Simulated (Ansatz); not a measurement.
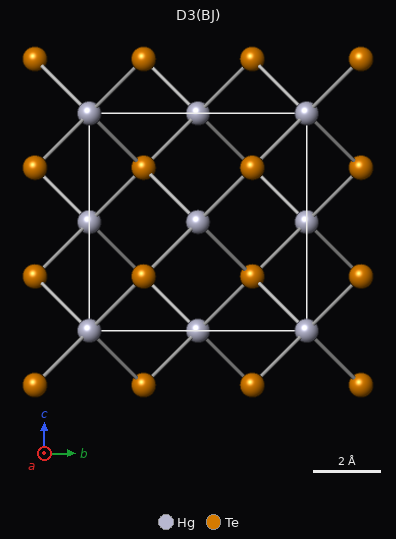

Crystalline HgTe (set up in F-43m), relaxed (cell and atoms) with several dispersion corrections. The picture shows the result with D3(BJ). A ball-and-stick model of the conventional cell (4 times the calculation's cell), seen along the a axis. Lengths and directions refer to the drawn axes.

Computed with Ansatz 0.2.0: PBE, Ansatz PAW. Set-up: plane-wave cutoff 420 eV; k-point mesh 7 × 7 × 7; occupations fermi-dirac; smearing width 0.05 eV; no spin polarisation; cell and atoms relaxed; force threshold 0.01 eV/Å.

```
dispersion correction  volume (Å³/atom)  a (Å)
               D3(BJ)            35.079  6.547
                 none            36.788  6.652
                   D4            35.040  6.545
           D3(BJ)-ATM                 ?      ?
```

Estimate the missing row from the others, and compare with the calculation.

Answer. With D3(BJ)-ATM the volume falls between D3(BJ) (35.079) and none (36.788). The calculation gives 35.233 Å³/atom (a = 6.557 Å). In order of volume: D4 < D3(BJ) < D3(BJ)-ATM < none; the spread is 5.0 %.

Each member starts from this one structure; whether another phase lies lower wasn't checked.
